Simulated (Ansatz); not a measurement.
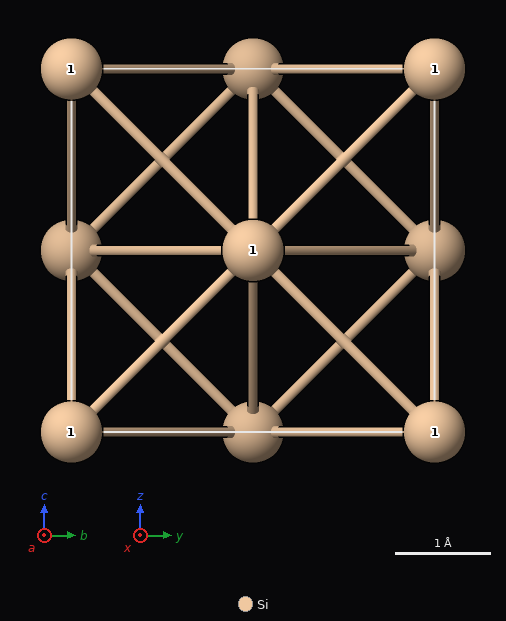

Solid Si (Fm-3m): the cell is strained in shear in the yz plane, with the atoms kept at their fractional coordinates. x, y and z are the Cartesian axes of the input. The picture shows the reference cell. The picture is a ball-and-stick view of the conventional cell (4 times the calculation's cell), seen along the a axis. Lengths and directions refer to the drawn axes.

Computed with DFT PBEsol, scalar-relativistic, plane waves, PAW in Ansatz 0.2.0. Settings: plane-wave cutoff 420 eV; k-point mesh 22 × 22 × 22; occupations gaussian; smearing width 0.15 eV; no spin polarisation. Energies (free energies at the smearing named) are counted from the cell as listed in its source, which wasn't relaxed.

Input file:
```yaml
crystal:
  lattice:
    - [0.0, 1.9108305409, 1.9108305409]
    - [1.9108305409, 0.0, 1.9108305409]
    - [1.9108305409, 1.9108305409, 0.0]
  atoms:
    - { symbol: Si, position: [0.0, 0.0, 0.0] }
basis:
  ecutwfc: 420
kpoints:
  mp_grid: { grid: [22, 22, 22] }
hamiltonian:
  xc: pbesol
scf:
  occupations: { method: gaussian, width: 0.15 }
output:
  forces: true
  stress: true
  eigenvalues: true
```

What energies does the calculation give (the strain: −0.040, −0.030, −0.020, −0.010, 0.000, 0.010, 0.020, 0.030, 0.035, 0.040)?

Answer.
| engineering shear strain | ΔE (meV/atom) |
| --- | --- |
| −0.040 | 0.52 |
| −0.030 | 0.24 |
| −0.020 | 0.11 |
| −0.010 | 0.03 |
| 0.000 | 0.00 |
| 0.010 | 0.03 |
| 0.020 | 0.11 |
| 0.030 | 0.24 |
| 0.035 | 0.35 |
| 0.040 | 0.52 |

Points that are alike by symmetry were computed once.

The lowest computed point lies at the strain 0.00 (0.00 meV/atom). At the ends of the scan the energy is 0.52 meV/atom (−0.04) and 0.52 meV/atom (0.04). The unrelaxed reference is under a pressure of 0.6 GPa. The distortion takes the space group from Fm-3m to Immm. At the strain −0.04 the cell of the drawing goes b 3.822 → 3.822 Å, c 3.822 → 3.822 Å, α 90.0° → 92.3°.
